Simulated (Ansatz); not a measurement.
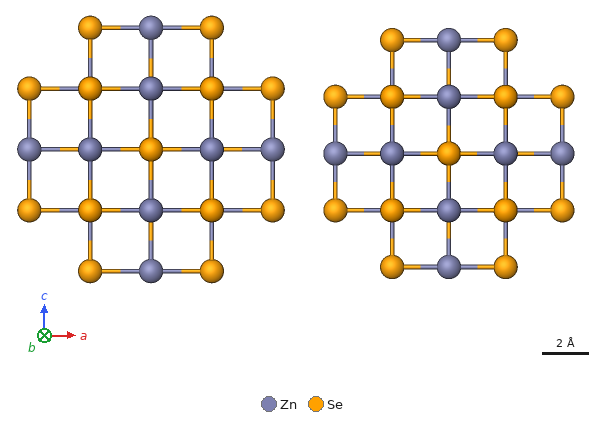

Two geometries of solid ZnSe (built on the rocksalt type), drawn at one scale. One is the start of a relaxation, the other its converged end. A ball-and-stick model of the conventional cell (4 times the calculation's cell), seen along the b axis. Lengths and directions refer to the drawn axes.

These are results of DFT, PBE, plane waves, PAW in Ansatz, not measurements. (plane-wave cutoff 420 eV; k-point mesh 8 × 8 × 8; occupations fermi dirac; smearing width 0.02 eV; no spin polarisation; cell and atoms relaxed; force threshold 0.005 eV/Å)

Q: Which of the two is the end point?

A: The left one is the relaxed one. After 4 accepted moves (5 points after the start) the energy has fallen by 225 meV per atom. All forces vanish by symmetry, so only the cell relaxes. The pressure goes from 23.89 to 0.03 GPa. At 1 point the geometry stayed and the basis and grid were re-selected for the new cell (energy shift of 2.1 meV per atom at most each time). No atom moves by more than 0.005 Å relative to the cell. The drawn cell changes as follows: a = b = c 5.005 → 5.367 Å (+7.2 %); the volume changes by +23.3 %. Among the contacts that change: Se–Zn 2.503 → 2.684 Å. The space group stays Fm-3m (No. 225). The run took 4.2 s on 2 threads of Arm Neoverse V1 (shared host), peak memory 0.32 GiB.
